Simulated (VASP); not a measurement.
# RPA total energies of AlN

How do cheaper functionals compare with the RPA for AlN, and at what cost? The scan starts from a database cell, scaled to the smallest volume of the series. The cell is of the zinc-blende type, one of the forms listed for this formula. The start is a computed cell from the Materials Project.

Main program and level: VASP 6.6.1; PBE; plane waves and PAW (Al_GW, N_GW), in the first sound run; inputs show where later runs differ.

**1. Starting point**

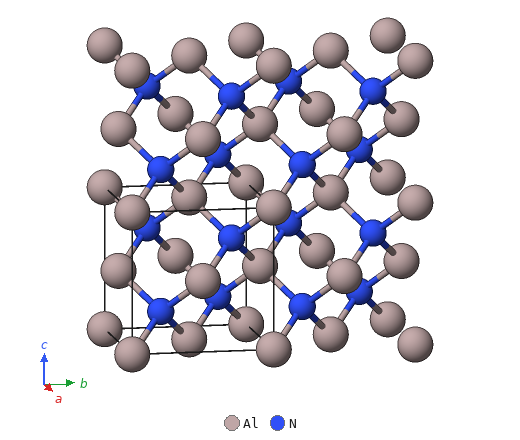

The cell as given, slightly off an axis (aluminium light grey, nitrogen blue). 1×2×2 cells are drawn. This picture shows the conventional cell, with its axes. Bonds to atoms that aren't drawn are left out. Some periodic images of atoms are drawn too.

Structure file:

```xyz
2
Lattice="0.0000 2.1394 2.1394 2.1394 0.0000 2.1394 2.1394 2.1394 0.0000" Properties=species:S:1:pos:R:3 pbc="T T T"
Al    0.0000    0.0000    0.0000
N     1.0697    1.0697    1.0697
```

**2. Orbitals, volume ratio 0.94**

RPA gives no stress here, so the energy is scanned over volumes, at one cutoff and mesh. Volumes are given as ratios to a reference cell, and this first cell is that cell scaled to 0.94. Each point starts from PBE orbitals, tightly converged.

INCAR reads:

```
SYSTEM = AlN
PREC = Accurate
ENCUT = 570
EDIFF = 1E-08
NELM = 100
ISMEAR = 0
SIGMA = 0.05
LREAL = .FALSE.
ALGO = Normal
GGA = PE
NBANDS = 10
LORBIT = 11
LWAVE = .TRUE.
LCHARG = .FALSE.
KPAR = 8
```

POSCAR reads:

```
AlN
1.0
    0.0000000000      2.1394097525      2.1394097525
    2.1394097525      0.0000000000      2.1394097525
    2.1394097525      2.1394097525      0.0000000000
Al N
1 1
Direct
    0.0000000000      0.0000000000      0.0000000000
    0.2500000000      0.2500000000      0.2500000000
```

KPOINTS reads:

```
Automatic mesh
0
Gamma
4 4 4
0 0 0
```

Potentials, in the order of the species: Al_GW and N_GW (PBE family, release 64).

Run with:

```sh
> mpirun -np 8 vasp_std
```

Log:

```text
[banner, memory and clock lines left out]
running    8 mpi-ranks, on    1 nodes
 distrk:  each k-point on    1 cores,    8 groups
 distr:  one band on    1 cores,    1 groups

 POSCAR found type information on POSCAR AlN
 POSCAR found :  2 types and       2 ions
|                                                                             |
|           W    W    AA    RRRRR   N    N  II  N    N   GGGG   !!!           |
|           W    W   A  A   R    R  NN   N  II  NN   N  G    G  !!!           |
|           W    W  A    A  R    R  N N  N  II  N N  N  G       !!!           |
|           W WW W  AAAAAA  RRRRR   N  N N  II  N  N N  G  GGG   !            |
|           WW  WW  A    A  R   R   N   NN  II  N   NN  G    G                |
|           W    W  A    A  R    R  N    N  II  N    N   GGGG   !!!           |
|                                                                             |
|     For optimal performance we recommend to set                             |
|       NCORE = 2 up to number-of-cores-per-socket                            |
|     NCORE specifies how many cores store one orbital (NPAR=cpu/NCORE).      |
|     This setting can greatly improve the performance of VASP for DFT.       |
|     The default, NCORE=1 might be grossly inefficient on modern             |
|     multi-core architectures or massively parallel machines. Do your        |
|     Unfortunately you need to use the default for GW and RPA                |
|     calculations (for HF NCORE is supported but not extensively tested      |
|     yet).                                                                   |
|                                                                             |

 LDA part: xc-table for (Slater+PW92), standard interpolation
 POSCAR, INCAR and KPOINTS ok, starting setup
 FFT: planning ... GRIDC
 FFT: planning ... GRID_SOFT
 FFT: planning ... GRID
 WAVECAR not read
 entering main loop
       N       E                     dE             d eps       ncg     rms          rms(c)
DAV:   1     0.244108400493E+02    0.24411E+02   -0.49477E+03   160   0.791E+02
DAV:   2    -0.154532645038E+02   -0.39864E+02   -0.37683E+02   190   0.211E+02
DAV:   3    -0.172500434761E+02   -0.17968E+01   -0.17896E+01   198   0.352E+01
DAV:   4    -0.172643657771E+02   -0.14322E-01   -0.14321E-01   206   0.391E+00
DAV:   5    -0.172646101620E+02   -0.24438E-03   -0.24438E-03   196   0.478E-01    0.885E+00
DAV:   6    -0.147873026262E+02    0.24773E+01   -0.11877E+01   246   0.272E+01    0.218E+00
DAV:   7    -0.147583258335E+02    0.28977E-01   -0.11586E-01   178   0.247E+00    0.141E+00
DAV:   8    -0.147515679789E+02    0.67579E-02   -0.24759E-02   172   0.291E+00    0.160E-01
DAV:   9    -0.147514823899E+02    0.85589E-04   -0.15345E-03   254   0.357E-01    0.603E-02
DAV:  10    -0.147515876917E+02   -0.10530E-03   -0.12426E-04   172   0.865E-02    0.153E-02
DAV:  11    -0.147515857440E+02    0.19478E-05   -0.12928E-05   228   0.387E-02    0.220E-03
DAV:  12    -0.147515859763E+02   -0.23233E-06   -0.23159E-07   184   0.621E-03    0.318E-04
DAV:  13    -0.147515859728E+02    0.34577E-08   -0.19151E-08   142   0.109E-03
   1 F= -.14751586E+02 E0= -.14751586E+02  d E =-.179958E-10
 writing wavefunctions
```

Elapsed: 1.6 s, on 8 MPI ranks of Intel Xeon 6975P-C (Granite Rapids), shared host; peak memory 1 GiB; 6.9 s of CPU time.

The logs omit lines about the potential files and the build; timing stands in the text.

From OUTCAR (step 2):

```text
ion  position               nearest neighbor table
   1  0.000  0.000  0.000-   2 1.85   2 1.85   2 1.85   2 1.85
   2  0.250  0.250  0.250-   1 1.85   1 1.85   1 1.85   1 1.85

  LATTYP: Found a face centered cubic cell.
 ALAT       =     4.2788195050

 Subroutine GETGRP returns: Found 24 space group operations
 (whereof 24 operations were pure point group operations)

The static configuration has the point symmetry T_d .

 Found      8 irreducible k-points:

   k-points           NKPTS =      8   k-points in BZ     NKDIM =      8   number of bands    NBANDS=     10

   dimension x,y,z NGX =    24 NGY =   24 NGZ =   24
   dimension x,y,z NGXF=    48 NGYF=   48 NGZF=   48

   ENCUT  =  570.0 eV  41.89 Ry    6.47 a.u.   5.89  5.89  5.89*2*pi/ulx,y,z

   NELECT =       8.0000    total number of electrons

 k-points in reciprocal lattice and weights: Automatic mesh
   0.00000000  0.00000000  0.00000000       0.016
   0.25000000  0.00000000  0.00000000       0.125
   0.50000000  0.00000000  0.00000000       0.062
   0.25000000  0.25000000  0.00000000       0.094
   0.50000000  0.25000000  0.00000000       0.375
  -0.25000000  0.25000000  0.00000000       0.188
   0.50000000  0.50000000  0.00000000       0.047
  -0.25000000  0.50000000  0.25000000       0.094

 average (electrostatic) potential at core
       1 -49.1997       2 -59.2642

 E-fermi :   5.7230

 k-point     1 :       0.0000    0.0000    0.0000
  band No.  band energies     occupation
      1      -9.8505      2.00000
      2       5.5103      2.00000
      3       5.5103      2.00000
      4       5.5103      2.00000
      5      10.2506      0.00000
      6      18.6635      0.00000
      7      18.6635      0.00000
      8      18.6635      0.00000
      9      23.6744      0.00000
    ...

 k-point     2 :       0.2500    0.0000    0.0000
  band No.  band energies     occupation
      1      -8.9317      2.00000
      2       2.1456      2.00000
      3       5.2503      2.00000
      4       5.2503      2.00000
      5      12.4935      0.00000
      6      17.0327      0.00000
      7      18.3218      0.00000
      8      18.3218      0.00000
      9      22.3073      0.00000
    ...

 k-point     3 :       0.5000    0.0000    0.0000
  band No.  band energies     occupation
      1      -7.6082      2.00000
      2      -0.6302      2.00000
      3       5.0220      2.00000
      4       5.0220      2.00000
      5      13.4412      0.00000
      6      15.7939      0.00000
      7      17.0239      0.00000
      8      17.0239      0.00000
      9      24.3223      0.00000
    ...

  Total        2.3400709      2.3400709      2.3400709      0.0000000     -0.0000000      0.0000000
  in kB      191.4377976    191.4377976    191.4377976      0.0000000     -0.0000000      0.0000000
  external PRESSURE =     191.4377976 kB  Pullay stress =       0.0000000 kB

  energy-cutoff  :      570.00
  volume of cell :       19.58
      direct lattice vectors                 reciprocal lattice vectors
     0.000000000  2.139409753  2.139409753    -0.233709321  0.233709321  0.233709321
     2.139409753  0.000000000  2.139409753     0.233709321 -0.233709321  0.233709321
     2.139409753  2.139409753  0.000000000     0.233709321  0.233709321 -0.233709321

 POSITION                                       TOTAL-FORCE (eV/Angst)
 -----------------------------------------------------------------------------------
      0.00000      0.00000      0.00000        -0.000000     -0.000000     -0.000000
      1.06970      1.06970      1.06970         0.000000      0.000000      0.000000
 -----------------------------------------------------------------------------------
    total drift:                               -0.000000     -0.000000     -0.000000

  FREE ENERGIE OF THE ION-ELECTRON SYSTEM (eV)
  ---------------------------------------------------
  free  energy   TOTEN  =       -14.7515859728 eV

  energy  without entropy=      -14.7515859728  energy(sigma->0) =      -14.75158597

 total charge
# of ion       s       p       d       tot
------------------------------------------
    1        0.447   0.604   0.252   1.304
    2        1.189   2.618   0.000   3.807
--------------------------------------------------
tot          1.636   3.222   0.252   5.111

[... 3 further parts left out ...]
```

The gap is read on the k-mesh alone, so it is an upper bound where the band edges lie off the mesh.

A gap read on the k-mesh alone can miss the band edges.

This step gave:

| Quantity | Value |
| --- | --- |
| free energy (TOTEN) | -14.75 eV |
| Fermi energy | 5.723 eV |
| pressure | 19.14 GPa |
| gap on the k-mesh | 3.325 eV |
| least direct gap on the k-mesh | 4.740 eV |

**3. Exact exchange, volume ratio 0.94**

This step: Hartree-Fock energy on PBE orbitals; plane waves and PAW (Al_GW, N_GW) (VASP 6.6.1).

The Hartree-Fock energy is evaluated once on these orbitals (ALGO = Eigenval, NELM = 1), without letting them relax. It uses the mesh of the correlation step, and the total energy is their sum.

INCAR reads:

```
SYSTEM = AlN
PREC = Accurate
ENCUT = 570
ISMEAR = 0
SIGMA = 0.05
LREAL = .FALSE.
GGA = PE
NBANDS = 10
ALGO = Eigenval
NELM = 1
LHFCALC = .TRUE.
AEXX = 1
ALDAC = 0
AGGAC = 0
PRECFOCK = Normal
LWAVE = .FALSE.
LCHARG = .FALSE.
```

POSCAR is that of step 2.

KPOINTS is that of step 2.

The WAVECAR or CHGCAR of an earlier step is read.

Run with:

```sh
> mpirun -np 8 vasp_std
```

Log:

```text
[banner, memory and clock lines left out]
running    8 mpi-ranks, on    1 nodes
 distrk:  each k-point on    8 cores,    1 groups
 distr:  one band on    1 cores,    8 groups

 POSCAR found type information on POSCAR AlN
 POSCAR found :  2 types and       2 ions
 [... a notice as in an earlier step ...]

 LDA part: xc-table for (Slater+PW92), standard interpolation
|                                                                             |
|           W    W    AA    RRRRR   N    N  II  N    N   GGGG   !!!           |
|           W    W   A  A   R    R  NN   N  II  NN   N  G    G  !!!           |
|           W    W  A    A  R    R  N N  N  II  N N  N  G       !!!           |
|           W WW W  AAAAAA  RRRRR   N  N N  II  N  N N  G  GGG   !            |
|           WW  WW  A    A  R   R   N   NN  II  N   NN  G    G                |
|           W    W  A    A  R    R  N    N  II  N    N   GGGG   !!!           |
|                                                                             |
|     The number of bands has been changed from the values supplied in        |
|     The orbitals not found in the WAVECAR file will be initialized with     |
|     random numbers, which is usually adequate. For correlated               |
|     calculations, however, you should redo the groundstate calculation.     |
|     I found NBANDS = 10. Now, NBANDS = 16.                                  |
|                                                                             |

 found WAVECAR, reading the header
  number of bands has changed, file:    10 present:    16
  trying to continue reading WAVECAR, but it might fail
 POSCAR, INCAR and KPOINTS ok, starting setup
 FFT: planning ... GRIDC
 FFT: planning ... GRID_SOFT
 FFT: planning ... GRID
 reading WAVECAR
 random initialization beyond band           10
 the WAVECAR file was read successfully
 initial charge from wavefunction
 entering main loop
       N       E                     dE             d eps       ncg     rms          rms(c)
EIG:   1    -0.258027448743E+02   -0.25803E+02    0.00000E+00     0   0.000E+00
   1 F= -.25802745E+02 E0= -.25802745E+02  d E =-.105183E-20
```

Elapsed: 3.4 s, on 8 MPI ranks; peak memory 0.83 GiB.

OUTCAR, selected parts (step 3):

```text
The static configuration has the point symmetry T_d .

 Found      8 irreducible k-points:

   k-points           NKPTS =      8   k-points in BZ     NKDIM =     64   number of bands    NBANDS=     16

   NELECT =       8.0000    total number of electrons

  exchange ACFDT corr.  =         0.00000000  see jH, gK, PRB 81, 115126

 E-fermi :   5.8330

 k-point     1 :       0.0000    0.0000    0.0000
  band No.  band energies     occupation
      1     -19.9408      2.00000
      2       1.2544      2.00000
      3       1.2544      2.00000
      4       1.2544      2.00000
      5      15.2559      0.00000
      6      25.0177      0.00000
      7      25.0177      0.00000
      8      25.0177      0.00000
      9      30.5470      0.00000
    ...

 k-point     2 :       0.2500    0.0000    0.0000
  band No.  band energies     occupation
      1     -18.8003      2.00000
      2      -2.9544      2.00000
      3       0.9172      2.00000
      4       0.9172      2.00000
      5      17.9701      0.00000
      6      23.4175      0.00000
      7      24.6101      0.00000
      8      24.6101      0.00000
      9      29.0819      0.00000
    ...

 POSITION                                       TOTAL-FORCE (eV/Angst)
 -----------------------------------------------------------------------------------
      0.00000      0.00000      0.00000        -0.000000     -0.000000     -0.000000
      1.06970      1.06970      1.06970         0.000000      0.000000      0.000000
 -----------------------------------------------------------------------------------
    total drift:                                0.000000      0.000000     -0.000000

  FREE ENERGIE OF THE ION-ELECTRON SYSTEM (eV)
  ---------------------------------------------------
  free  energy   TOTEN  =       -25.8027448743 eV

  energy  without entropy=      -25.8027448743  energy(sigma->0) =      -25.80274487

[... 7 parts as in an earlier step ...]

[... 5 further parts left out ...]
```

The k-mesh is coarse for unscreened exact exchange, which converges slowly with it.

Numbers from this step:

```
free energy (TOTEN) : -25.80 eV
```

The Hartree-Fock energy on these orbitals is -12.9014 eV an atom.

**4. Empty bands, volume ratio 0.94**

This step: PBE; plane waves and PAW (Al_GW, N_GW) (VASP 6.6.1).

ALGO = Exact makes the empty bands from the converged ground state in one step. LOPTICS writes the k-derivatives of the orbitals (WAVEDER), which give the long-wavelength limit of the screening.

INCAR reads:

```
SYSTEM = AlN
PREC = Accurate
ENCUT = 570
ISMEAR = 0
SIGMA = 0.05
LREAL = .FALSE.
GGA = PE
NBANDS = 616
ALGO = Exact
NELM = 1
LWAVE = .TRUE.
LCHARG = .FALSE.
LOPTICS = .TRUE.
NEDOS = 1000
CSHIFT = 0.1
```

POSCAR is that of step 3.

KPOINTS is that of step 3.

Run with:

```sh
> mpirun -np 8 vasp_std
```

Log:

```text
[banner, memory and clock lines left out]
running    8 mpi-ranks, on    1 nodes
 distrk:  each k-point on    8 cores,    1 groups
 distr:  one band on    1 cores,    8 groups

 POSCAR found type information on POSCAR AlN
 POSCAR found :  2 types and       2 ions
 [... a notice as in an earlier step ...]

 LDA part: xc-table for (Slater+PW92), standard interpolation
 found WAVECAR, reading the header
  number of bands has changed, file:    10 present:   616
  trying to continue reading WAVECAR, but it might fail
 POSCAR, INCAR and KPOINTS ok, starting setup
 FFT: planning ... GRIDC
 FFT: planning ... GRID_SOFT
 FFT: planning ... GRID
 reading WAVECAR
 random initialization beyond band           10
 the WAVECAR file was read successfully
 initial charge from wavefunction
 entering main loop
       N       E                     dE             d eps       ncg     rms          rms(c)
DIA:   1    -0.147515859772E+02   -0.14752E+02    0.00000E+00     0   0.000E+00
   1 F= -.14751586E+02 E0= -.14751586E+02  d E =-.282801E-16
 writing wavefunctions
 optical routines
 imaginary and real dielectric function
 recalculating local potential from charge density
 direction            1
 direction            2
 direction            3
```

Elapsed: 2.6 s, on 8 MPI ranks; peak memory 0.95 GiB.

OUTCAR, selected parts (step 4):

```text
The static configuration has the point symmetry T_d .

 Found      8 irreducible k-points:

   k-points           NKPTS =      8   k-points in BZ     NKDIM =      8   number of bands    NBANDS=    616

   NELECT =       8.0000    total number of electrons

 E-fermi :   5.7908

 k-point     4 :       0.2500    0.2500    0.0000
  band No.  band energies     occupation
      1      -8.6326      2.00000
      2       2.5672      2.00000
      3       4.4907      2.00000
      4       4.4907      2.00000
      5      11.7707      0.00000
      6      16.2196      0.00000
      7      17.5773      0.00000
      8      20.2062      0.00000
      9      20.2062      0.00000
    ...

 k-point     5 :       0.5000    0.2500    0.0000
  band No.  band energies     occupation
      1      -7.3193      2.00000
      2       0.5280      2.00000
      3       3.0848      2.00000
      4       4.2717      2.00000
      5      11.5539      0.00000
      6      15.9601      0.00000
      7      18.3815      0.00000
      8      19.4689      0.00000
      9      21.9057      0.00000
    ...

  Total        2.3399818      2.3399818      2.3399818     -0.0000000     -0.0000000     -0.0000000
  in kB      191.4305078    191.4305078    191.4305078     -0.0000000     -0.0000000     -0.0000000
  external PRESSURE =     191.4305078 kB  Pullay stress =       0.0000000 kB

  FREE ENERGIE OF THE ION-ELECTRON SYSTEM (eV)
  ---------------------------------------------------
  free  energy   TOTEN  =       -14.7515859772 eV

  energy  without entropy=      -14.7515859772  energy(sigma->0) =      -14.75158598

 plasma frequency squared (from intraband transitions) (eV^2)
  --------------------------------------------------------------------------------------
       0.000      -0.000       0.000
      -0.000       0.000       0.000
      -0.000       0.000       0.000

[... 13 parts as in an earlier step ...]
```

WAVECAR now holds 616 bands for 8 electrons. Its independent-particle dielectric tensor has xx, yy, zz = 5.2, 5.2, 5.2 on this mesh, which isn't tested for convergence in mesh or bands and lacks local fields.

(Continued in part 2 of 6.)

[Lines on the potential files, build, host, timing and source positions are cut from VASP's logs without a mark.]

[Logs are printed without paths, hosts, clocks, repeated set-up lines and the standing remarks that a program may print on its own settings, such as how far it seeks lower states.]

[Hosts, paths, dates, database ids (printed as entryN), source tags and the programs' standing remarks are cut or masked in the printed files.]

[Pressures printed for these runs are not shown converged in the cutoff: they can be off by several GPa and have the wrong sign.]
